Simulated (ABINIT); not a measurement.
**BaTiO3: positron calculation (part 1 of 2)**

System: BaTiO3 (P4mm, 5 atoms in the cell).
Method: Kohn-Sham DFT of a periodic cell, PBE, JTH PAW PBE v2.0, no spin polarisation (ABINIT 10.8.3).

The structure derives from an entry of the Crystallography Open Database.

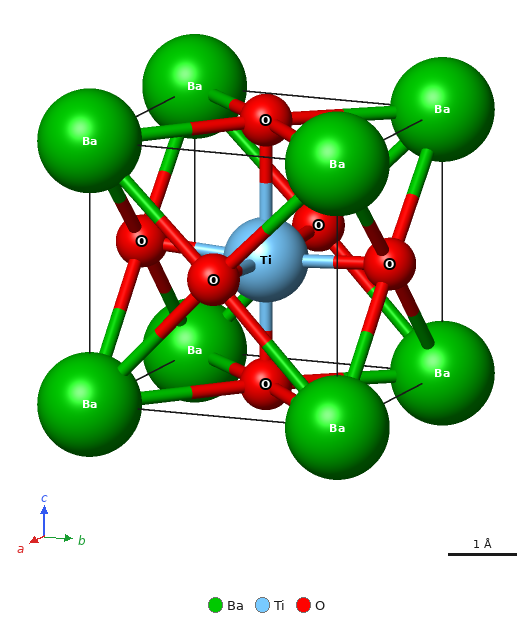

Fig. 1: The structure as given in the input (ball-and-stick view of the cell of the calculation, seen slightly off an axis).

**Key numbers**

```json
{"quantity": "outcome", "value": "converged"}
{"quantity": "space group (tolerance 0.01 Å)", "value": "P4mm (99)"}
{"quantity": "electrons treated", "value": "40"}
{"quantity": "free energy", "value": "−3626.1545 eV"}
{"quantity": "positron lifetime (one of the program's estimates)", "value": "133.4 ps"}
{"quantity": "Fermi energy", "value": "5.042 eV"}
{"quantity": "gap on the k-point mesh", "value": "1.94 eV"}
{"quantity": "pressure", "value": "3.18 GPa"}
{"quantity": "largest force (length of the vector)", "value": "0.296 eV/Å"}
{"quantity": "hardware", "value": "1 thread of Arm Neoverse V1, 24 GiB of memory available, shared host"}
{"quantity": "wall time", "value": "35 s"}
{"quantity": "peak memory", "value": "0.11 GiB"}
```

**Remarks**

Points of doubt noted for this run: PAW basis incomplete for positron.

**The input**
```
# Datasets
ndtset 2

# Pseudopotentials
pp_dirpath "./"
pseudos "Ba.GGA_PBE-JTH.xml, Ti.GGA_PBE-JTH.xml, O.GGA_PBE-JTH.xml"

# Structure
acell 7.5585265533 7.5585265533 7.5929195687
rprim
     1.0000000000     0.0000000000     0.0000000000
     0.0000000000     1.0000000000     0.0000000000
     0.0000000000     0.0000000000     1.0000000000
ntypat 3
znucl 56 22 8
natom 5
typat 1 2 3 3 3
xred
            0.0            0.0            0.0
            1/2            1/2   0.4900000000
            0.0            1/2   0.5170000000
            1/2            0.0   0.5170000000
            1/2            1/2   0.0190000000

# Plane-wave basis
ecut 19.0
pawecutdg 38.0

# Exchange and correlation
ixc 11

# SCF cycle
nstep 80

# Output
iomode 3
prteig 0
prtebands 0
prtwf 0

# Dataset 1: electrons
kptopt1 1
ngkpt1 5 5 5
nshiftk1 1
shiftk1 0.0 0.0 0.0
nband1 24
occopt1 3
tsmear1 0.00183747
tolvrs1 1.0e-10
prtden1 1

# Dataset 2: positron in the electrons' density
positron2 1
ixcpositron2 1
getden2 1
kptopt2 0
nkpt2 1
kpt2 0.0 0.0 0.0
nband2 1
occopt2 2
occ2 1.0
posocc2 1.0
toldfe2 1.0e-9
optforces2 0
optstress2 0
prtden2 0
```

Launched with:
```bash
abinit run.abi > log 2>&1
```

**What the program printed**
```
.Version 10.8.3 of ABINIT
 DATASET    1 : space group P4 m m (# 99); Bravais tP (primitive tetrag.)
================================================================================
 Values of the parameters that define the memory need for DATASET  1.
     intxc =       0    ionmov =       0      iscf =      17    lmnmax =      18
     lnmax =       6     mgfft =      30  mpssoang =       3    mqgrid =    3001
     natom =       5  nloc_mem =       2    nspden =       1   nspinor =       1
    nsppol =       1      nsym =       8    n1xccc =       1    ntypat =       3
    occopt =       3   xclevel =       2
       mpw =        1735          nfft =       27000          nkpt =          18
 PAW method is used; the additional fine FFT grid is defined by:
   mgfftf=        45    nfftf =     91125
================================================================================
================================================================================

 DATASET    2 : space group P4 m m (# 99); Bravais tP (primitive tetrag.)
================================================================================
 Values of the parameters that define the memory need for DATASET  2.
     intxc =       0    ionmov =       0      iscf =      17    lmnmax =      18
     lnmax =       6     mgfft =      30  mpssoang =       3    mqgrid =    3001
     natom =       5  nloc_mem =       2    nspden =       1   nspinor =       1
    nsppol =       1      nsym =       8    n1xccc =       1    ntypat =       3
    occopt =       2   xclevel =       2
       mpw =         872          nfft =       27000          nkpt =           1
 PAW method is used; the additional fine FFT grid is defined by:
   mgfftf=        45    nfftf =     91125
================================================================================
================================================================================

--------------------------------------------------------------------------------
------------- Echo of variables that govern the present computation ------------
--------------------------------------------------------------------------------
 -outvars: echo values of preprocessed input variables --------
            acell      7.5585265533E+00  7.5585265533E+00  7.5929195687E+00 Bohr
              amu      1.37327000E+02  4.78800000E+01  1.59994000E+01
             ecut      1.90000000E+01 Hartree
           getden1          0
           getden2          1
              ixc          11
           jdtset        1    2
           kptopt1          1
           kptopt2          0
         kptrlatt        5    0    0      0    5    0      0    0    5
          kptrlen1     3.77926328E+01
          kptrlen2     3.00000000E+01
            natom           5
            nband1         24
            nband2          1
           ndtset           2
            ngfft          30      30      30
          ngfftdg          45      45      45
             nkpt1         18
             nkpt2          1
            nstep          80
             nsym           8
           ntypat           3
           occopt1          3
           occopt2          2
        optforces1          2
        optforces2          0
        optstress1          1
        optstress2          0
        pawecutdg      3.80000000E+01 Hartree
         positron1          0
         positron2          1
           prtden1          1
           prtden2          0
        prtebands           0
           prteig           0
            prtwf           0
           shiftk1     0.00000000E+00  0.00000000E+00  0.00000000E+00
           shiftk2     5.00000000E-01  5.00000000E-01  5.00000000E-01
          spgroup          99
           toldfe1     0.00000000E+00 Hartree
           toldfe2     1.00000000E-09 Hartree
           tolvrs1     1.00000000E-10
           tolvrs2     0.00000000E+00
           tsmear1     1.83747000E-03 Hartree
           tsmear2     1.00000000E-02 Hartree
            typat      1  2  3  3  3
           useylm           1
           xangst      0.0000000000E+00  0.0000000000E+00  0.0000000000E+00
                       1.9998999986E+00  1.9998999986E+00  1.9688199987E+00
                       0.0000000000E+00  1.9998999986E+00  2.0773059986E+00
                       1.9998999986E+00  0.0000000000E+00  2.0773059986E+00
                       1.9998999986E+00  1.9998999986E+00  7.6341999948E-02
            xcart      0.0000000000E+00  0.0000000000E+00  0.0000000000E+00
                       3.7792632767E+00  3.7792632767E+00  3.7205305887E+00
                       0.0000000000E+00  3.7792632767E+00  3.9255394170E+00
                       3.7792632767E+00  0.0000000000E+00  3.9255394170E+00
                       3.7792632767E+00  3.7792632767E+00  1.4426547181E-01
             xred      0.0000000000E+00  0.0000000000E+00  0.0000000000E+00
                       5.0000000000E-01  5.0000000000E-01  4.9000000000E-01
                       0.0000000000E+00  5.0000000000E-01  5.1700000000E-01
                       5.0000000000E-01  0.0000000000E+00  5.1700000000E-01
                       5.0000000000E-01  5.0000000000E-01  1.9000000000E-02
            znucl       56.00000   22.00000    8.00000

================================================================================

 chkinp: Checking input parameters for consistency, jdtset=   1.

 chkinp: Checking input parameters for consistency, jdtset=   2.

================================================================================
== DATASET  1 ==================================================================

--- !DatasetInfo
iteration_state: {dtset: 1, }
dimensions: {natom: 5, nkpt: 18, mband: 24, nsppol: 1, nspinor: 1, nspden: 1, mpw: 1735, }
cutoff_energies: {ecut:  19.0, pawecutdg:  38.0, }
electrons: {nelect:   4.00000000E+01, charge:   0.00000000E+00, occopt:   3.00000000E+00, tsmear:   1.83747000E-03, }
meta: {optdriver: 0, ionmov: 0, optcell: 0, iscf: 17, paral_kgb: 0, }
...

 Exchange-correlation functional for the present dataset will be:
  GGA: Perdew-Burke-Ernzerhof functional - ixc=11
  J.P.Perdew, K.Burke, M.Ernzerhof, PRL 77, 3865 (1996)

 Real(R)+Recip(G) space primitive vectors, cartesian coordinates (Bohr,Bohr^-1):
 R(1)=  7.5585266  0.0000000  0.0000000  G(1)=  0.1323009  0.0000000  0.0000000
 R(2)=  0.0000000  7.5585266  0.0000000  G(2)=  0.0000000  0.1323009  0.0000000
 R(3)=  0.0000000  0.0000000  7.5929196  G(3)=  0.0000000  0.0000000  0.1317016
 Unit cell volume ucvol=  4.3379355E+02 bohr^3
 Angles (23,13,12)=  9.00000000E+01  9.00000000E+01  9.00000000E+01 degrees

 Coarse grid specifications (used for wave-functions):

 getcut: wavevector=  0.0000  0.0000  0.0000  ngfft=  30  30  30
         ecut(hartree)=     19.000   => boxcut(ratio)=   2.01359

 Fine grid specifications (used for densities):

 getcut: wavevector=  0.0000  0.0000  0.0000  ngfft=  45  45  45
         ecut(hartree)=     38.000   => boxcut(ratio)=   2.08827

--- Pseudopotential description ------------------------------------------------
- pspini: atom type   1  psp file is ./Ba.GGA_PBE-JTH.xml
 Pseudopotential format is: paw10
 basis_size (lnmax)=  6 (lmn_size= 18), orbitals=   0   0   1   1   2   2
 Spheres core radius: rc_sph= 2.31518568
 Shapefunction is SIN type: shapef(r)=[sin(pi*r/rshp)/(pi*r/rshp)]**2
 Radius for shape functions =  1.90897922
 Compensation charge density is not taken into account in XC energy/potential

- pspini: atom type   2  psp file is ./Ti.GGA_PBE-JTH.xml
 Pseudopotential format is: paw10
 basis_size (lnmax)=  6 (lmn_size= 18), orbitals=   0   0   1   1   2   2
 Spheres core radius: rc_sph= 2.30802695
 Shapefunction is BESSEL type: shapef(r,l)=aa(1,l)*jl(q(1,l)*r)+aa(2,l)*jl(q(2,l)*r)
 Radius for shape functions =  2.01037111
 Compensation charge density is not taken into account in XC energy/potential

- pspini: atom type   3  psp file is ./O.GGA_PBE-JTH.xml
 Pseudopotential format is: paw10
 basis_size (lnmax)=  4 (lmn_size=  8), orbitals=   0   0   1   1
 Spheres core radius: rc_sph= 1.41465230
 Shapefunction is SIN type: shapef(r)=[sin(pi*r/rshp)/(pi*r/rshp)]**2
 Radius for shape functions =  1.20231231
 Compensation charge density is not taken into account in XC energy/potential

   4.03830477E+03                                ecore*ucvol(ha*bohr**3)
--------------------------------------------------------------------------------

================================================================================

--- !BeginCycle
iteration_state: {dtset: 1, }
solver: {iscf: 17, nstep: 80, nline: 4, wfoptalg: 10, }
tolerances: {tolvrs: 1.00E-10, }
...

     iter   Etot(hartree)      deltaE(h)  residm     nres2
 ETOT  1  -131.60957989796    -1.316E+02 2.476E+00 3.520E+01
 ETOT  2  -133.26328314160    -1.654E+00 8.347E-02 6.279E+00
 ETOT  3  -133.25904122317     4.242E-03 8.053E-02 1.218E+00
 ETOT  4  -133.25865864522     3.826E-04 1.603E-02 8.102E-02
 ETOT  5  -133.25876480878    -1.062E-04 5.830E-03 3.597E-02
 ETOT  6  -133.25872062949     4.418E-05 2.306E-03 8.912E-03
 ETOT  7  -133.25872064152    -1.203E-08 3.628E-04 3.665E-03
 ETOT  8  -133.25871706333     3.578E-06 3.107E-04 6.307E-05
 ETOT  9  -133.25871829829    -1.235E-06 2.096E-04 2.603E-05
 ETOT 10  -133.25871824147     5.682E-08 7.045E-05 1.193E-06
 ETOT 11  -133.25871825090    -9.422E-09 4.896E-05 5.165E-07
 ETOT 12  -133.25871825068     2.178E-10 3.264E-05 3.872E-08
 ETOT 13  -133.25871825130    -6.248E-10 3.498E-05 3.284E-09
 ETOT 14  -133.25871825122     8.882E-11 3.569E-05 6.981E-10
 ETOT 15  -133.25871825113     8.748E-11 2.816E-05 8.655E-11

 At SCF step   15       nres2   =  8.66E-11 < tolvrs=  1.00E-10 =>converged.

 Cartesian components of stress tensor (hartree/bohr^3)
  sigma(1 1)= -9.70346692E-05  sigma(3 2)=  0.00000000E+00
  sigma(2 2)= -9.70346692E-05  sigma(3 1)=  0.00000000E+00
  sigma(3 3)= -1.29845498E-04  sigma(2 1)=  0.00000000E+00

--- !ResultsGS
iteration_state: {dtset: 1, }
comment   : Summary of ground state results
lattice_vectors:
- [  7.5585266,   0.0000000,   0.0000000, ]
- [  0.0000000,   7.5585266,   0.0000000, ]
- [  0.0000000,   0.0000000,   7.5929196, ]
lattice_lengths: [   7.55853,    7.55853,    7.59292, ]
lattice_angles: [ 90.000,  90.000,  90.000, ] # degrees, (23, 13, 12)
lattice_volume:   4.3379355E+02
convergence: {deltae:  8.748E-11, res2:  8.655E-11, residm:  2.816E-05, diffor: null, }
etotal    :  -1.33258718E+02
entropy   :   0.00000000E+00
fermie    :   1.85294340E-01
cartesian_stress_tensor: # hartree/bohr^3
- [ -9.70346692E-05,   0.00000000E+00,   0.00000000E+00, ]
- [  0.00000000E+00,  -9.70346692E-05,   0.00000000E+00, ]
- [  0.00000000E+00,   0.00000000E+00,  -1.29845498E-04, ]
pressure_GPa:   3.1766E+00
xred      :
- [  0.0000E+00,   0.0000E+00,   0.0000E+00, Ba]
- [  5.0000E-01,   5.0000E-01,   4.9000E-01, Ti]
- [  0.0000E+00,   5.0000E-01,   5.1700E-01,  O]
- [  5.0000E-01,   0.0000E+00,   5.1700E-01,  O]
- [  5.0000E-01,   5.0000E-01,   1.9000E-02,  O]
cartesian_forces: # hartree/bohr
- [ -0.00000000E+00,  -0.00000000E+00,   1.32522925E-03, ]
- [ -0.00000000E+00,  -0.00000000E+00,  -2.67417569E-03, ]
- [ -0.00000000E+00,  -0.00000000E+00,  -2.20431055E-03, ]
- [ -0.00000000E+00,  -0.00000000E+00,  -2.20431055E-03, ]
- [ -0.00000000E+00,  -0.00000000E+00,   5.75756754E-03, ]
force_length_stats: {min:   1.32522925E-03, max:   5.75756754E-03, mean:   2.83311872E-03, }
...

 Integrated electronic density in atomic spheres:
 ------------------------------------------------
 Atom  Sphere_radius  Integrated_density
    1        2.31519          6.56188206
    2        2.30803         10.28905746
    3        1.41465          4.56990897
    4        1.41465          4.56990897
    5        1.41465          4.56567556

================================================================================

 ----iterations are completed or convergence reached----

 Mean square residual over all n,k,spin=   12.389E-08; max=  28.165E-06
 reduced coordinates (array xred) for    5 atoms
       0.000000000000      0.000000000000      0.000000000000
       0.500000000000      0.500000000000      0.490000000000
       0.000000000000      0.500000000000      0.517000000000
       0.500000000000      0.000000000000      0.517000000000
       0.500000000000      0.500000000000      0.019000000000
 rms dE/dt=  1.4108E-02; max dE/dt=  2.0699E-02; dE/dt below (all hartree)
    1       0.000000000000      0.000000000000     -0.009667802513
    2       0.000000000000      0.000000000000      0.020699357492
    3       0.000000000000      0.000000000000      0.017131709294
    4       0.000000000000      0.000000000000      0.017131709294
    5       0.000000000000      0.000000000000     -0.043322190678

 cartesian coordinates (angstrom) at end:
    1      0.00000000000000     0.00000000000000     0.00000000000000
    2      1.99989999864902     1.99989999864902     1.96881999865231
    3      0.00000000000000     1.99989999864902     2.07730599857805
    4      1.99989999864902     0.00000000000000     2.07730599857805
    5      1.99989999864902     1.99989999864902     0.07634199994774

 cartesian forces (hartree/bohr) at end:
    1     -0.00000000000000    -0.00000000000000     0.00132522924804
    2     -0.00000000000000    -0.00000000000000    -0.00267417568836
    3     -0.00000000000000    -0.00000000000000    -0.00220431055070
    4     -0.00000000000000    -0.00000000000000    -0.00220431055070
    5     -0.00000000000000    -0.00000000000000     0.00575756754172
 frms,max,avg= 1.8578662E-03 5.7575675E-03   0.000E+00  0.000E+00 -5.196E-05 h/b
```
